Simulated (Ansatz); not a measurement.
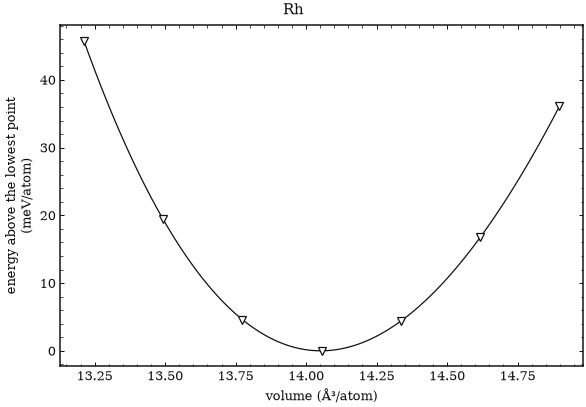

The figure shows the energy above the lowest point against volume for Rh, space group Fm-3m (No. 225) (one of a set of cubic test structures, which need not be the stable phase).

Method: equation of state of a cubic crystal from periodic Kohn-Sham density functional theory without spin, third-order Birch-Murnaghan fit to the free energies; pressure corrected for the finite basis (Ansatz 0.2.0 development build). Level: PBE.

- structure type: fcc
- atoms in cell: 1
- space group number: 225
- lattice centring: face-centred primitive
- k mesh: 25×25×25
- occupation method: Fermi–Dirac
- occupation width: 0.06123 eV
- wave cutoff: 420 eV
- datasets: soft-1 PAW
- density tolerance: 1e−07 eV
- bands: 13
- density cutoff ratio: 4
- search for lower states: default

From this curve and the settings, what does the calculation give for the pressure at the same points?

The pressure falls from 18.6 GPa at volume 13.21 Å³/atom to −12.9 GPa at 14.90 Å³/atom, and changes sign near 14.05 Å³/atom.

| volume (Å³/atom) | pressure (GPa) |
| --- | --- |
| 13.21 | 18.6 |
| 13.49 | 11.6 |
| 13.77 | 5.4 |
| 14.06 | 0.0 |
| 14.34 | −4.9 |
| 14.62 | −9.1 |
| 14.90 | −12.9 |
